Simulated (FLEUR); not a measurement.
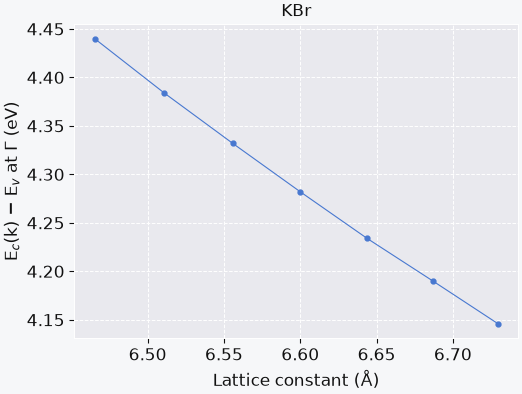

Lowest conduction level at Γ, counted from the valence-band top at Γ.

System: rocksalt KBr, space group Fm-3m, 2 atoms in the primitive cell. The cell is scaled uniformly. Level of theory: PBEsol, all-electron, no spin polarisation, no spin-orbit coupling, 7×7×7 k mesh, Fermi-Dirac smearing of 0.05 eV; code FLEUR.

How does this level move from a = 6.465 Å to a = 6.729 Å?

Γ falls by 0.29 eV.

What is the deformation potential dE/d ln V?

A straight line against ln V has a slope of −2.4 eV at Γ.

The values:
```csv
cell,Γ (eV)
a = 6.465 Å,4.44
a = 6.511 Å,4.38
a = 6.556 Å,4.33
a = 6.600 Å,4.28
a = 6.644 Å,4.23
a = 6.687 Å,4.19
a = 6.729 Å,4.15
```

Spin-orbit coupling is left out, which matters for Br. LDA, GGA and most meta-GGA functionals understate gaps.
